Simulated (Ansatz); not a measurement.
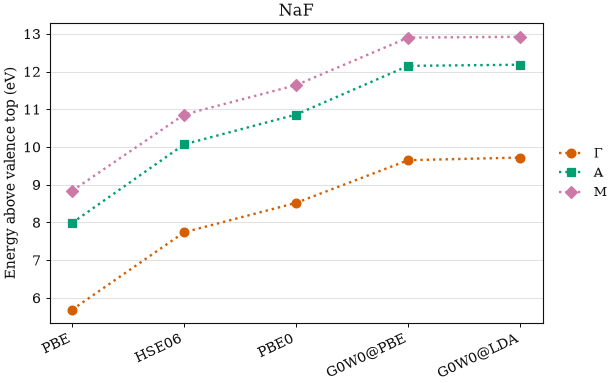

Lowest conduction level at each named k point, counted from the valence-band top at Γ, by several methods on one cell of NaF (wurtzite type before relaxing), space group P6_3/mmc (No. 194), 4 atoms in the cell, relaxed with r2SCAN; a = 3.868 Å, c = 4.551 Å (hexagonal axes). All runs are without spin-orbit coupling and carry no moments.

**Does G0W0@PBE shift these levels rigidly from PBE?**

The shifts are +3.96 eV at Γ, +4.16 eV at A and +4.06 eV at M, and at points that aren't plotted +4.01 eV (L), +4.01 eV (K) and +3.98 eV (H): over the named points that both runs hold, a spread of 0.20 eV on a mean of 4.03 eV, so one shift describes them well.

**How do the methods rank at Γ?**

From low to high: PBE 5.69, HSE06 7.74, PBE0 8.52, G0W0@PBE 9.65, G0W0@LDA 9.72 eV. Too close to rank are G0W0@PBE against G0W0@LDA (different GW settings).

**Do the methods agree on which of these conduction levels is lowest?**

Yes: all put it at Γ.

| method | program | Γ (eV) | A (eV) | M (eV) |
| --- | --- | --- | --- | --- |
| PBE | Ansatz | 5.69 | 7.99 | 8.84 |
| HSE06 | Ansatz | 7.74 | 10.07 | 10.86 |
| PBE0 | Ansatz | 8.52 | 10.86 | 11.64 |
| G0W0@PBE | Ansatz | 9.65 | 12.15 | 12.90 |
| G0W0@LDA | Ansatz | 9.72 | 12.18 | 12.92 |

Settings. PBE: Ansatz PAW set, 12×12×6 k mesh, 420 eV cutoff, Fermi-Dirac smearing of 0.02 eV (Ansatz 0.2.0). HSE06: Ansatz PAW set, 6×6×4 k mesh, 420 eV cutoff, fixed occupations (Ansatz 0.2.0). PBE0: Ansatz PAW set, 6×6×4 k mesh, 420 eV cutoff, fixed occupations (Ansatz 0.2.0). G0W0@PBE: PBE, Ansatz PAW set, 6×6×4 k mesh, 420 eV cutoff, fixed occupations (Ansatz 0.2.0), G0W0 with empty bands 176, screening cutoff 120 eV and frequency treatment contour deformation. G0W0@LDA: LDA, Ansatz PAW set, 6×6×4 k mesh, 420 eV cutoff, fixed occupations (Ansatz 0.2.0), G0W0 with empty bands 221, screening cutoff 140 eV and frequency treatment contour deformation.

These are five of the 11 methods that were run on this cell. The usual form of NaF is rocksalt. HSE06, PBE0 and G0W0@LDA: the PAW data sets were made with another functional. LDA, GGA and most meta-GGA functionals understate gaps. The GW runs differ in bands or cutoffs. The GW values are at finite bands, cutoffs and mesh, short of the basis limit.
